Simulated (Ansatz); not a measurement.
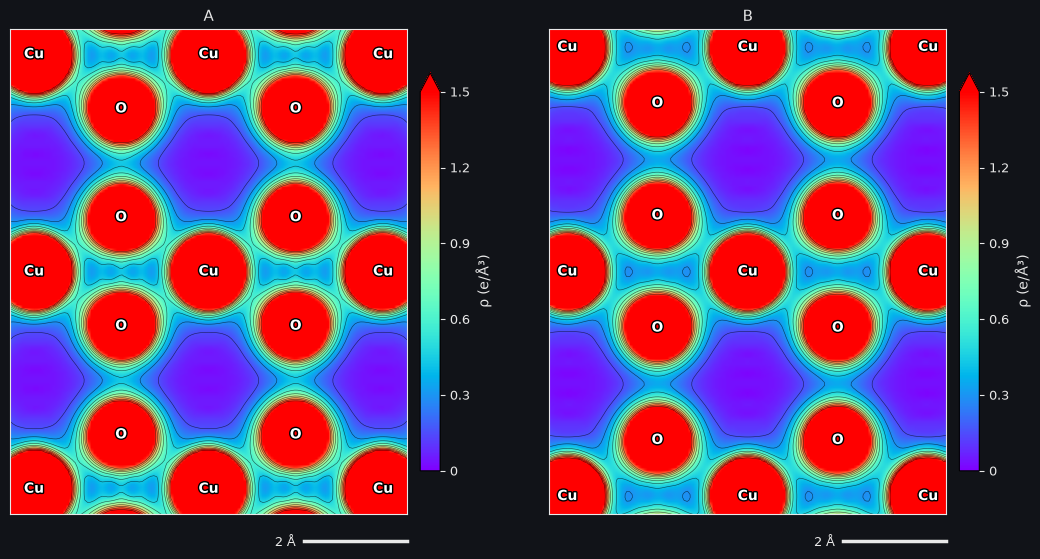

CuO. The valence pseudo-density of two cells that differ in size, on the (010) plane of each (indices in the axes of the calculation cell), at one length scale and on one colour scale; one has 12.0 and the other 13.2 Å³ an atom.

All numbers below come from Kohn-Sham DFT of a periodic cell, PBE, Ansatz PAW (Ansatz 0.2.0).

The density is the valence pseudo-density of a PAW calculation; it isn't the true density close to the nuclei.

The larger cell:

```xyz
4
Lattice="3.4892 0.0000 0.0000 0.0000 3.4892 0.0000 0.0000 0.0000 4.3440" Properties=species:S:1:pos:R:3 pbc="T T T"
Cu    0.0000    1.7446    0.0000
Cu    1.7446    0.0000    2.1720
O     0.0000    0.0000    1.0860
O     0.0000    0.0000    3.2580
```

The smaller cell: a = 3.376 Å, b = 3.376 Å, c = 4.203 Å, α = 90.00°, β = 90.00°, γ = 90.00°.

**Which panel shows the smaller cell, and what does the compression change?**

Panel A is the smaller cell, by 9 % in volume. From the larger cell to the smaller, Cu–O goes from 2.05 to 1.99 Å, and the density at its midpoint from 0.5 to 0.59 e/Å³; the pressure goes from −8 to 2.3 GPa.
